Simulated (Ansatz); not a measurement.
## Geometry relaxation of W

System: W (Fd-3m, 2 atoms in the cell).
Method: DFT, PBE, all-electron LAPW, scalar-relativistic, no spin polarisation (Ansatz 0.2.0).

It belongs to a series of runs on one base structure; here: diamond relaxed under pressure, LAPW.

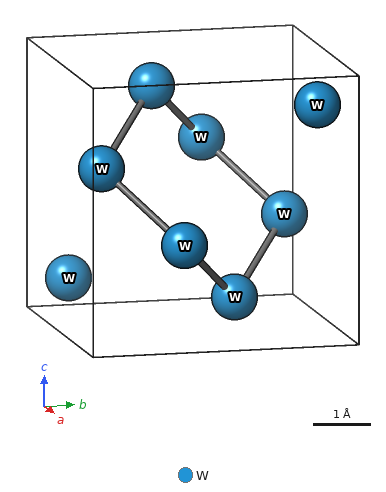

Fig. 1: The structure as given in the input (ball-and-stick view of the cell 4 times as large as that of the calculation, set on its symmetry axes, seen slightly off an axis).

The input
```yaml
crystal:
  lattice:
    - [0.0, 2.4317772154, 2.4317772154]
    - [2.4317772154, 0.0, 2.4317772154]
    - [2.4317772154, 2.4317772154, 0.0]
  atoms:
    - { symbol: W, position: [-0.125, -0.125, -0.125] }
    - { symbol: W, position: [0.125, 0.125, 0.125] }
kpoints:
  mp_grid: { grid: [14, 14, 14] }
scf:
  occupations: { method: fermi_dirac, width: 0.1 }
hamiltonian:
  xc: pbe
  pseudopotentials: { kind: all_electron, lapw: { basis_error: 0.0005 } }
output:
  forces: true
  stress: true
  eigenvalues: true
relax:
  f_tol: 0.005
  max_steps: 12
  cell: { p_target: 190.0, stress_tol: 0.095 }
```

Command:
```bash
ansatz run input.yaml --threads 1 --pin off --max-ram 3584MiB --backend cpu --events-out ev --progress --plain --runs-dir out
```

Log
```
The last accepted step is kept in [file] (removed where the run ends without a failure and the disk answers)
LAPW: plane waves up to 13.144 Å⁻¹, error target 5.0e-4 eV per atom; small_component_spin mean_spin; W in spheres of 1.021 Å, 46 of its electrons in bands, Dirac shells [] (how accurate: hamiltonian.pseudopotentials.lapw.basis_error, Limitations)
Engine: ansatz 0.2.0, x86_64-unknown-linux-gnu
Pseudopotentials: kind: all_electron
Pseudopotential: W, LAPW, valence charge 46, lapw/all_electron/scalar/gaussian/W, Koelling and Harmon's equation, gaussian nucleus
Functional definition: PBE
  parameter kappa = 0.804
  parameter beta = 0.06672455060314922
  exchange = pbe_x(kappa = kappa, mu = beta*pi^2/3)
  correlation = pbe_c(beta = beta)
Crystal: 2 atoms, lattice volume = 28.761 Å³
Basis set: ecut = 658.1862711006441 eV, 1067 PW (Γ), exchange–correlation at level 2
Bands: 56, of which v1, the nominal top of the filled ones, is band 46 counted from 1 (45 counted from 0)
Symmetry: 48 space group operations
Space group: Fd-3m (ITA 227), of the structure as read, at distance tolerance 3.1e-5 Å
k-points: 104 of 2744
Non-local potential: W, projectors of the file, none
Initial density: superposition of atomic densities (chi_scale 0.1, normalization cell)
Initial wavefunctions: plane waves of lowest kinetic energy (no species holds an atomic orbital)
Functional: x = pbe(κ = 0.804, μ = 0.2195149727645171), c = pbe(β = 0.06672455060314922)
iter 1 solved again at ethr=2.06e-3 eV; its pass at ethr=1.00e-1 eV (dr2=1.89e0 eV) is discarded
SCF iter   1: F=—  HF=-878392.201012 eV  |F-HF|=—  |Δ(HF+E_count)|=         —  Δρ=7.27e-2  dr2=1.89e0  ethr=2.06e-3  ⟨swp⟩=2.0  Hψ=36684  notcnv=0
preconditioner: auto → LDOS  [metal: Δε(μ)=0.023 eV  Ē_g=33.386 eV  σ=0.100 eV  W_gap=0.06  n_scr=14 (ndim 8)  ℏωp=49.9 eV  f_vac=0.015  D(μ)=1.17/eV (n_scr^D=14)  β→1.0]
iter 2 solved again at ethr=3.66e-5 eV; its pass at ethr=2.06e-3 eV (dr2=3.36e-2 eV) is discarded
SCF iter   2: F=—  HF=-878391.587329 eV  |F-HF|=—  |Δ(HF+E_count)|=   6.14e-1  Δρ=1.39e-2  dr2=3.36e-2  ethr=3.66e-5  ⟨swp⟩=2.0  Hψ=29647  notcnv=0
SCF iter   3: F=—  HF=-878391.646260 eV  |F-HF|=—  |Δ(HF+E_count)|=   5.89e-2  Δρ=3.17e-3  dr2=1.82e-3  ethr=3.65e-5  ⟨swp⟩=3.0  Hψ=19136  notcnv=0
SCF iter   4: F=—  HF=-878391.437671 eV  |F-HF|=—  |Δ(HF+E_count)|=   2.09e-1  Δρ=2.54e-3  dr2=5.07e-4  ethr=1.98e-6  ⟨swp⟩=3.0  Hψ=18928  notcnv=0
SCF iter   5: F=—  HF=-878391.438362 eV  |F-HF|=—  |Δ(HF+E_count)|=         —  Δρ=2.14e-4  dr2=4.01e-6  ethr=5.51e-7  ⟨swp⟩=3.0  Hψ=16868  notcnv=0
the basis was enlarged: its passes take 360.1 KiB over the memory plan, 1 of 1 planned eigensolver slots
SCF iter   6: F=-878391.438367 eV  HF=-878391.438367 eV  |F-HF|=5.86e-8  |Δ(HF+E_count)|=   5.07e-6  Δρ=3.06e-5  dr2=6.43e-8  ethr=4.35e-9  ⟨swp⟩=3.0  Hψ=17184  notcnv=0
SCF 1 converged in 6 iterations: F = -878391.438367 eV  dr2 = 6.43e-8
relax step   1: F+E_penalty+E_count = -878391.43836727 eV  Δ(F+E_penalty+E_count) = +0.000e0 eV  max|allowed force component| = 2.961e-16 eV/Å  Δτ_max = 0.0000 Å  P = +189.456 GPa  Ω = 28.761 Å³  (6 SCF iters, accepted)
Crystal: 2 atoms, lattice volume = 28.694 Å³
Basis set: ecut = 659.2103793985186 eV, 1067 PW (Γ), exchange–correlation at level 2
Initial density: handed on by an earlier stage of this run
Initial wavefunctions: those handed on with the density
iter 1 solved again at ethr=6.53e-9 eV; its pass at ethr=1.00e-1 eV (dr2=6.00e-6 eV) is discarded
SCF iter   1: F=—  HF=-878391.358780 eV  |F-HF|=—  |Δ(HF+E_count)|=         —  Δρ=1.15e-4  dr2=4.40e-6  ethr=6.53e-9  ⟨swp⟩=4.9  Hψ=30343  notcnv=0
preconditioner: auto → LDOS  [metal: Δε(μ)=0.030 eV  Ē_g=33.217 eV  σ=0.100 eV  W_gap=0.07  n_scr=14 (ndim 8)  ℏωp=50.0 eV  f_vac=0.116  D(μ)=1.15/eV (n_scr^D=14)  β→1.0]
iter 2 solved again at ethr=2.35e-10 eV; its pass at ethr=4.78e-9 eV (dr2=2.16e-7 eV) is discarded
SCF iter   2: F=—  HF=-878391.358779 eV  |F-HF|=—  |Δ(HF+E_count)|=   5.65e-7  Δρ=2.43e-5  dr2=2.16e-7  ethr=2.35e-10  ⟨swp⟩=2.0  Hψ=28133  notcnv=0
SCF iter   3: F=—  HF=-878391.358780 eV  |F-HF|=—  |Δ(HF+E_count)|=   2.11e-7  Δρ=6.29e-6  dr2=7.49e-9  ethr=2.35e-10  ⟨swp⟩=3.0  Hψ=17109  notcnv=0
SCF iter   4: F=-878391.358779 eV  HF=-878391.358779 eV  |F-HF|=1.16e-10  |Δ(HF+E_count)|=   6.62e-7  Δρ=1.77e-6  dr2=5.03e-10  ethr=2.19e-11 (applied; sched 8.14e-12)  ⟨swp⟩=3.0  Hψ=18126  notcnv=0
SCF 2 converged in 4 iterations: F = -878391.358779 eV  dr2 = 5.03e-10
relax step   2: F+E_penalty+E_count = -878391.35877895 eV  Δ(F+E_penalty+E_count) = +7.959e-2 eV  max|allowed force component| = 8.882e-16 eV/Å  Δτ_max = 0.0000 Å  P = +191.214 GPa  Ω = 28.694 Å³  (4 SCF iters, rejected (line search))
Crystal: 2 atoms, lattice volume = 28.740 Å³
Basis set: ecut = 658.5034266513089 eV, 1067 PW (Γ), exchange–correlation at level 2
iter 1 solved again at ethr=3.18e-9 eV; its pass at ethr=1.00e-1 eV (dr2=2.92e-6 eV) is discarded
SCF iter   1: F=—  HF=-878391.413766 eV  |F-HF|=—  |Δ(HF+E_count)|=         —  Δρ=7.02e-5  dr2=1.84e-6  ethr=3.18e-9  ⟨swp⟩=5.0  Hψ=30462  notcnv=0
preconditioner: auto → LDOS  [metal: Δε(μ)=0.027 eV  Ē_g=33.202 eV  σ=0.100 eV  W_gap=0.07  n_scr=14 (ndim 8)  ℏωp=49.9 eV  f_vac=0.118  D(μ)=1.15/eV (n_scr^D=14)  β→1.0]
iter 2 solved again at ethr=9.08e-11 eV; its pass at ethr=2.00e-9 eV (dr2=8.36e-8 eV) is discarded
SCF iter   2: F=—  HF=-878391.413765 eV  |F-HF|=—  |Δ(HF+E_count)|=   2.70e-7  Δρ=1.52e-5  dr2=8.36e-8  ethr=9.08e-11  ⟨swp⟩=2.0  Hψ=28545  notcnv=0
SCF iter   3: F=—  HF=-878391.413765 eV  |F-HF|=—  |Δ(HF+E_count)|=   9.43e-9  Δρ=6.14e-6  dr2=1.06e-8  ethr=9.08e-11  ⟨swp⟩=3.0  Hψ=17582  notcnv=0
SCF iter   4: F=-878391.413765 eV  HF=-878391.413765 eV  |F-HF|=1.22e-8  |Δ(HF+E_count)|=   2.97e-7  Δρ=1.78e-6  dr2=7.52e-10  ethr=1.96e-11 (applied; sched 1.15e-11)  ⟨swp⟩=2.6  Hψ=16267  notcnv=0
SCF 3 converged in 4 iterations: F = -878391.413765 eV  dr2 = 7.52e-10
relax step   3: F+E_penalty+E_count = -878391.41376518 eV  Δ(F+E_penalty+E_count) = +2.460e-2 eV  max|allowed force component| = 1.480e-15 eV/Å  Δτ_max = 0.0000 Å  P = +189.999 GPa  Ω = 28.740 Å³  (4 SCF iters, accepted)
iter 1 solved again at ethr=1.00e-12 eV; its pass at ethr=1.00e-1 eV (dr2=7.59e-10 eV) is discarded
SCF iter   1: F=—  HF=-878391.413765 eV  |F-HF|=—  |Δ(HF+E_count)|=         —  Δρ=1.73e-6  dr2=7.60e-10  ethr=1.58e-11 (applied; sched 1.00e-12)  ⟨swp⟩=3.0  Hψ=26400  notcnv=0
preconditioner: auto → LDOS  [metal: Δε(μ)=0.027 eV  Ē_g=33.203 eV  σ=0.100 eV  W_gap=0.07  n_scr=14 (ndim 8)  ℏωp=49.9 eV  f_vac=0.118  D(μ)=1.15/eV (n_scr^D=14)  β→1.0]
SCF iter   2: F=-878391.413765 eV  HF=-878391.413765 eV  |F-HF|=3.99e-8  |Δ(HF+E_count)|=  2.33e-10  Δρ=5.43e-7  dr2=1.22e-10  ethr=1.96e-11 (applied; sched 1.00e-12)  ⟨swp⟩=2.0  Hψ=16170  notcnv=0
SCF 4 converged in 2 iterations: F = -878391.413765 eV  dr2 = 1.22e-10
relax step   4: F+E_penalty+E_count = -878391.41376514 eV  Δ(F+E_penalty+E_count) = +4.051e-8 eV  max|allowed force component| = 1.702e-15 eV/Å  Δτ_max = 0.0000 Å  P = +189.998 GPa  Ω = 28.740 Å³  stress off target by 1.66e-3 GPa  SCF on the basis re-selected at this cell (its energy is not comparable with the rows above)  (2 SCF iters)
```

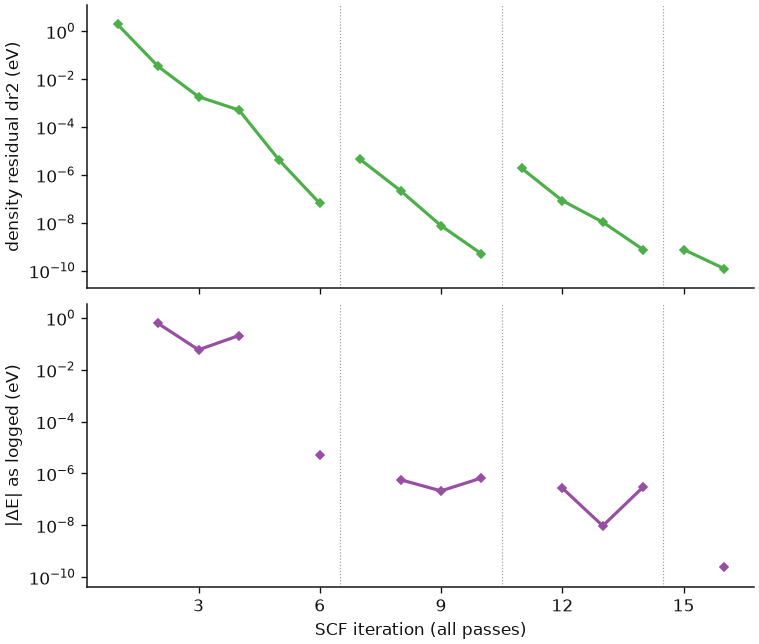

Fig. 2: Convergence of the self-consistent field: density residual dr2 and size of the energy change against the SCF iteration. The dotted lines part the SCF passes of the relaxation: geometry steps, rejected trials and re-solves on a re-selected basis. The passes take 6, 4, 4 and 2 iterations.

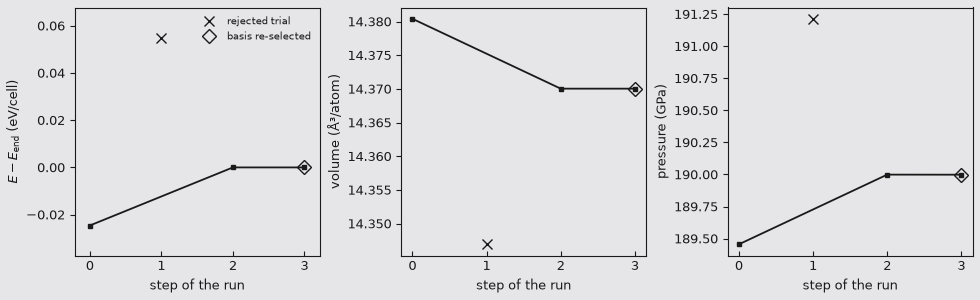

Fig. 3: Progress of the relaxation, step by step (the first geometry is step 0 here and step 1 in the log). No atom moves by more than 0.005 Å relative to the cell. Cell: a = b = c 4.864 → 4.862 Å (0.0 %). Volume −0.1 %. The space group stays Fd-3m (No. 227). After 2 geometry steps the energy has risen by 24.6 meV per cell of the calculation. All forces vanish by symmetry, so only the cell relaxes. Pressure: 189.46 GPa at the start and 190.00 GPa at the end. The line search rejected the trial step at point 1 (counted from 0) and went back. A last SCF at the same geometry on a re-selected plane-wave basis shifts the energy by next to nothing (0.0 meV per cell of the calculation).

```
basis re-selected at this cell: Δ(F+E_penalty+E_count) = +4.051e-8 eV, ΔP = -0.001 GPa vs the last step (what re-selecting the basis moved, after the strain that the cell walked since its last selection, with what the two solves' SCF thresholds leave and, on support functions, any second-order correction that the steps lacked; it is no measure of the basis error at this ecutwfc). This SCF's stress stands 1.66e-3 GPa from its target on what of the cell is left free (relax.cell.stress_tol is 9.50e-2 GPa) and its largest allowed force component is 1.70e-15 eV/Å (relax.f_tol is 5.00e-3 eV/Å): within both
SCF converged after 2 iterations
Free energy (F): -878391.413765 eV
Harris-Foulkes:  -878391.413765 eV  (|F-HF|=3.99e-8)
Internal energy: -878391.375550 eV  (E = F + TS)
E sigma→0 (E₀):  -878391.394657 eV
Entropy (-TS):   -0.038215 eV (-19.108 meV/atom)
Fermi energy:    31.779331 eV
--- Per-component energies (eV) ---
  E_band       = -10522.462307
  E_kinetic    = 983855.522710
  E_xc         = -17683.572248
  E_electrostatic = -1844563.326012  (all electrons and nuclei)
  E_smearing   = -0.038215  (= −TS)
  E_closure    = 0.000000  (closes the sum)
  E_atoms      = -878381.577246  (free atoms, spherical and without spin; not in F)
  Σ components = -878391.413765   (vs F -878391.413765, Δ=0.00e0)
  Basis errors (estimates in eV, not in F): energy 2.0e-4 per atom: plane waves 1.8e-4 (1.1e-4 summed), levels above the bands 1.3e-76, relativity 4.9e-8, radial functions 1.8e-5, core shells 3.2e-11; eigenvalues (radial functions only) 1.0e-7; not estimated: angular momenta, meshes, grids; target (lapw.basis_error) 5.0e-4; muffin-tin radii W 1.021 Å
--- Forces (eV/Å), atoms counted from 1 ---
  atom   1  W      0.00000000     0.00000000     0.00000000
  atom   2  W     -0.00000000    -0.00000000    -0.00000000
  max |Σ_I F_I| component: 2.96e-16 eV/Å
--- Stress (GPa, compression-positive) ---
      189.998335       0.000000       0.000000
        0.000000     189.998335       0.000000
        0.000000       0.000000     189.998335
  P = ⅓ Tr σ = 189.9983 GPa (1899.983 kbar)
--- Band table (eV; the first three rows and the last of 104) ---
  k-point 0: bands = ["-531.0673", "-531.0672", "-385.0841", "-385.0841", "-385.0841", "-385.0840", "-385.0840", "-385.0840", "-200.1502", "-200.1502", "-200.1495", "-200.1495", "-200.1304", "-200.1304", "-200.1304", "-200.1286", "-200.1286", "-200.1286", "-42.5451", "-40.4406", "-7.9848", "-7.9848", "-7.9848", "-4.6844", "-4.6844", "-4.6844", "4.4055", "4.4798", "4.4798", "4.4798", "4.5635", "4.5635", "4.5635", "4.7136", "4.7136", "4.7136", "4.7689", "4.7689", "4.7689", "4.8381", "23.1282", "26.6937", "26.6937", "29.6636", "29.6636", "29.6636", "34.2317", "34.2317", "34.2317", "40.9173", "40.9173", "43.6204", "45.9087", "45.9087", "45.9087", "48.1671"]
  k-point 1: bands = ["-531.0673", "-531.0672", "-385.0841", "-385.0841", "-385.0841", "-385.0840", "-385.0840", "-385.0840", "-200.1502", "-200.1502", "-200.1495", "-200.1495", "-200.1304", "-200.1304", "-200.1303", "-200.1286", "-200.1286", "-200.1286", "-42.5269", "-40.4622", "-8.0086", "-8.0086", "-7.9864", "-4.6756", "-4.6537", "-4.6537", "4.4078", "4.4792", "4.4792", "4.4800", "4.5629", "4.5673", "4.5673", "4.7103", "4.7103", "4.7127", "4.7677", "4.7677", "4.7687", "4.8363", "23.2902", "26.6230", "26.6230", "29.6170", "29.8276", "29.8276", "33.8524", "34.1567", "34.1567", "40.8685", "40.8685", "43.4170", "45.9737", "45.9737", "46.6227", "48.5801"]
  k-point 2: bands = ["-531.0673", "-531.0672", "-385.0841", "-385.0841", "-385.0841", "-385.0840", "-385.0840", "-385.0840", "-200.1501", "-200.1501", "-200.1496", "-200.1496", "-200.1304", "-200.1304", "-200.1303", "-200.1287", "-200.1286", "-200.1286", "-42.4739", "-40.5247", "-8.0729", "-8.0729", "-7.9922", "-4.6486", "-4.5699", "-4.5699", "4.4146", "4.4786", "4.4786", "4.4807", "4.5612", "4.5769", "4.5769", "4.7012", "4.7012", "4.7102", "4.7640", "4.7640", "4.7682", "4.8313", "23.7529", "26.4893", "26.4893", "29.5054", "30.1720", "30.1720", "32.9065", "34.0145", "34.0145", "40.7246", "40.7246", "43.3147", "46.1905", "46.1905", "47.8146", "49.6273"]
  k-point 103: bands = ["-531.0673", "-531.0673", "-385.0841", "-385.0841", "-385.0840", "-385.0840", "-385.0840", "-385.0840", "-200.1499", "-200.1499", "-200.1499", "-200.1499", "-200.1305", "-200.1305", "-200.1295", "-200.1295", "-200.1285", "-200.1285", "-41.5380", "-41.5380", "-8.8486", "-8.8486", "-6.2746", "-6.2746", "-3.5687", "-3.5687", "4.4705", "4.4705", "4.5210", "4.5210", "4.5732", "4.5732", "4.6273", "4.6273", "4.6956", "4.6956", "4.7087", "4.7087", "4.7646", "4.7646", "24.9837", "24.9837", "29.1843", "29.1843", "32.0001", "32.0001", "32.0288", "32.0288", "38.5003", "38.5003", "38.8095", "38.8095", "40.2300", "40.2300", "51.3949", "51.3949"]
--- Relaxed structure (3 steps of the walk, 2 accepted, 1 SCFs on fresh bases) ---
  F+E_penalty+E_count = -878391.41376514 eV   max|allowed force component| = 1.702e-15 eV/Å   (the final SCF, on the basis selected at the relaxed cell)
  cell:  # Å, volume = 28.7401 Å³
    - [3.0572232197373535e-34, 2.431191535434158, 2.431191535434158]
    - [2.431191535434158, 4.331066227961251e-34, 2.431191535434158]
    - [2.431191535434158, 2.431191535434158, 4.84060343125081e-34]
  atoms:
    - { symbol: W, position: [-0.125, -0.125, -0.125] }
    - { symbol: W, position: [0.125, 0.125, 0.125] }
```

Trajectory as extended XYZ (Å, eV, eV/Å), 4 frames, from step=1 to step=4
```
2
Lattice="0.0000 2.4318 2.4318 2.4318 0.0000 2.4318 2.4318 2.4318 0.0000" Properties=species:S:1:pos:R:3:forces:R:3 step=1 energy=-878391.43837 pressure_GPa=189.46
W    -0.6079   -0.6079   -0.6079    0.0000   0.0000   0.0000
W     0.6079    0.6079    0.6079    0.0000   0.0000   0.0000
2
Lattice="0.0000 2.4299 2.4299 2.4299 0.0000 2.4299 2.4299 2.4299 0.0000" Properties=species:S:1:pos:R:3:forces:R:3 step=2 energy=-878391.35878 pressure_GPa=191.21 accepted=F
W    -0.6075   -0.6075   -0.6075    0.0000   0.0000   0.0000
W     0.6075    0.6075    0.6075    0.0000   0.0000   0.0000
2
Lattice="0.0000 2.4312 2.4312 2.4312 0.0000 2.4312 2.4312 2.4312 0.0000" Properties=species:S:1:pos:R:3:forces:R:3 step=3 energy=-878391.41376 pressure_GPa=190.00
W    -0.6078   -0.6078   -0.6078    0.0000   0.0000   0.0000
W     0.6078    0.6078    0.6078    0.0000   0.0000   0.0000
2
Lattice="0.0000 2.4312 2.4312 2.4312 0.0000 2.4312 2.4312 2.4312 0.0000" Properties=species:S:1:pos:R:3:forces:R:3 step=4 energy=-878391.41376 pressure_GPa=190.00
W    -0.6078   -0.6078   -0.6078    0.0000   0.0000   0.0000
W     0.6078    0.6078    0.6078    0.0000   0.0000   0.0000
```

Key numbers

| quantity | value |
| --- | --- |
| outcome | converged |
| space group (tolerance 0.01 Å) | Fd-3m (227) |
| electrons in bands (core shells apart) | 92 |
| free energy | −878391.4138 eV |
| Fermi energy | 31.779 eV |
| pressure | 190.00 GPa |
| final volume | 28.74 Å³ |
| largest force (length of the vector) at the end | under 0.001 eV/Å |
| final cell | a = 3.438 Å, b = 3.438 Å, c = 3.438 Å, α = 60.00°, β = 60.00°, γ = 60.00° |
| hardware | 1 thread of AMD EPYC (Zen 5), 64 GiB of memory available, shared host |
| wall time | 1.9 min |
| peak memory | 1 GiB |

Spin–orbit coupling is left out, which matters for W. The cell was relaxed to the target pressure of the input; what is minimised is then the enthalpy E + pV.
